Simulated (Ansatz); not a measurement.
## A series of single points on K

System: K (I4/mmm, 1 atom in the cell).
Method: DFT PBE, scalar-relativistic, plane waves, PAW, no spin polarisation (Ansatz 0.2.0).

The 8 runs differ only in the geometry, by a strain of the cell at fixed fractional positions. Against run 5, the strain is εyy = η. The structure derives from an entry of the Crystallography Open Database.

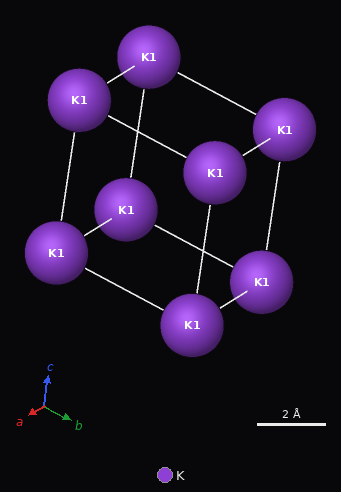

Figure 1. The structure of run 5 (spheres-only view of the cell of the calculation, seen slightly off an axis; atoms are numbered from 1 in the order of the input).

## Input of run 5
```yaml
crystal:
  lattice:
    - [-2.618, 2.63109, 2.618]
    - [2.618, -2.63109, 2.618]
    - [2.618, 2.63109, -2.618]
  atoms:
    - { symbol: K, position: [0.0, 0.0, 0.0] }
basis:
  ecutwfc: 420
kpoints:
  mp_grid: { grid: [14, 14, 14] }
hamiltonian:
  xc: pbe
scf:
  occupations: { method: gaussian, width: 0.15 }
output:
  forces: true
  stress: true
  eigenvalues: true
```

Command:
```bash
ansatz run input.yaml --threads 1 --pin off --max-ram 1228MiB --backend cpu --events-out ev --progress --plain --runs-dir out
```

Run 2 differs from it as follows:
```diff
-    - [-2.618, 2.63109, 2.618]
-    - [2.618, -2.63109, 2.618]
-    - [2.618, 2.63109, -2.618]
+    - [-2.618, 2.57873, 2.618]
+    - [2.618, -2.57873, 2.618]
+    - [2.618, 2.57873, -2.618]
```

## Results, with one run withheld

```csv
run,strain parameter η (%),"free energy per atom, from the lowest run given (meV)",pressure (GPa)
1,−2.4876,1.87,0.19
2,−1.9900,?,?
3,−1.4925,1.08,0.14
4,−0.9950,0.77,0.12
5,0.0000,0.31,0.08
6,0.4975,0.15,0.07
7,0.9950,0.04,0.05
8,1.2438,0.00,0.04
```

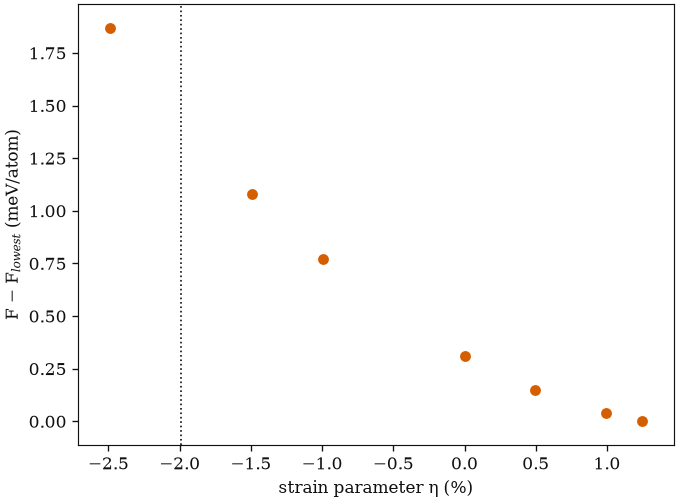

Figure 2. Free energy per atom of the runs given; the dotted line marks run 2.

What should run 2 give?

A cubic polynomial in the coordinate, fitted to the 7 runs given, misses them by under 0.01 meV per atom. With x = η + 0.3198, it reads F = 0.43508 − 0.427 x + 0.10067 x² − 0.0035497 x³ (meV per atom). At run 2 it gives 1.45 meV per atom, and the run itself gives 1.45. The fit has no minimum inside this range.

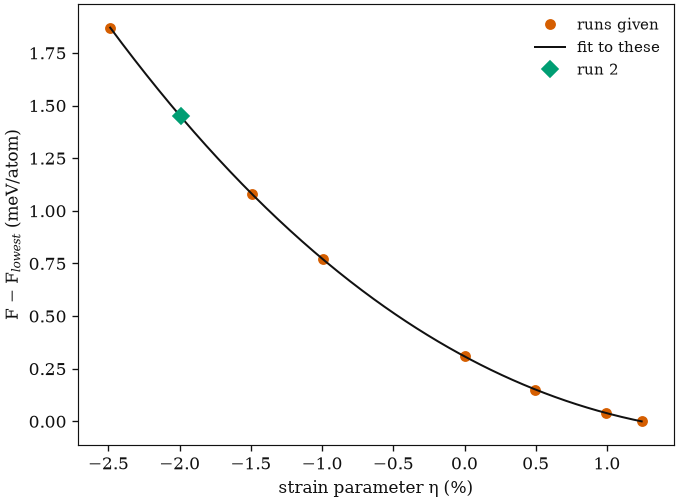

Figure 3. The fit and the withheld run.

## Output, shortened to warnings, some set-up lines, iterations and results (run 2)
```
Basis set: ecut = 420 eV, 1417 PW (Γ), exchange–correlation on 64×64×64 points (8 copies of the dense FFT grid, shifted against one another)
Symmetry: 16 space group operations
k-points: 244 of 2744
Initial density: superposition of atomic densities (neutral atoms: chi_scale 0, normalization atom), corrected by the library's trained network
[...]
SCF iter   1: F=—  HF=-1537.787025 eV  |F-HF|=—  |Δ(HF+E_count)|=         —  Δρ=2.88e-4  dr2=3.15e-5  ethr=1.77e-3  ⟨swp⟩=5.1  Hψ=15831  notcnv=0
SCF iter   2: F=—  HF=-1537.786809 eV  |F-HF|=—  |Δ(HF+E_count)|=   2.16e-4  Δρ=2.33e-4  dr2=3.81e-5  ethr=3.50e-7  ⟨swp⟩=2.4  Hψ=5526  notcnv=0
SCF iter   3: F=—  HF=-1537.786862 eV  |F-HF|=—  |Δ(HF+E_count)|=   5.35e-5  Δρ=8.12e-5  dr2=5.77e-6  ethr=3.50e-7  ⟨swp⟩=2.0  Hψ=3011  notcnv=0
SCF iter   4: F=—  HF=-1537.786875 eV  |F-HF|=—  |Δ(HF+E_count)|=   1.24e-5  Δρ=3.91e-5  dr2=1.05e-6  ethr=6.41e-8  ⟨swp⟩=2.5  Hψ=3282  notcnv=0
SCF iter   5: F=—  HF=-1537.786877 eV  |F-HF|=—  |Δ(HF+E_count)|=   2.34e-6  Δρ=2.13e-5  dr2=2.40e-7  ethr=1.16e-8  ⟨swp⟩=2.6  Hψ=3077  notcnv=0
SCF iter   6: F=-1537.786877 eV  HF=-1537.786877 eV  |F-HF|=2.45e-8  |Δ(HF+E_count)|=   6.24e-8  Δρ=7.49e-6  dr2=3.38e-8  ethr=1.11e-9  ⟨swp⟩=4.9  Hψ=11080  notcnv=0
SCF 1 converged in 6 iterations: F = -1537.786877 eV  dr2 = 3.38e-8
SCF converged after 6 iterations
Free energy (F): -1537.786877 eV
Harris-Foulkes:  -1537.786877 eV  (|F-HF|=2.45e-8)
Internal energy: -1537.778278 eV  (E = F + TS)
E sigma→0 (E₀):  -1537.782578 eV
Entropy (-TS):   -0.008599 eV (-8.599 meV/atom)
Fermi energy:    1.925417 eV
--- Per-component energies (eV) ---
  E_band       = -141.219753
  E_kinetic    = 252.317071
  E_local      = -745.510194  (includes V_loc(G=0)·N_el)
  E_nonlocal   = 12.958212
  E_hartree    = 265.527628
  E_xc         = -133.830005
  E_vxc        = -163.135394  (∫ρ·V_xc dr)
  E_paw        = -781.857832  (= ΣΔE_a)
  E_vpaw       = -28.909560  (= ΣTr[D̂ρ^β])
  E_aug_tail   = -0.000003  (compensation charges beyond the density's cutoff)
  E_ewald      = -407.383157
  E_smearing   = -0.008599  (= −TS)
  E_closure    = -0.000000  (closes the sum)
  Σ components = -1537.786877   (vs F -1537.786877, Δ=0.00e0)
--- Forces (eV/Å), atoms counted from 1 ---
  atom   1  K     -0.00000000     0.00000000     0.00000000
  max |Σ_I F_I| component: 9.86e-32 eV/Å
--- Stress (GPa, compression-positive) ---
        0.160450       0.000000      -0.000000
        0.000000       0.175527       0.000000
       -0.000000      -0.000000       0.160450
  P = ⅓ Tr σ = 0.1655 GPa (1.655 kbar)
```
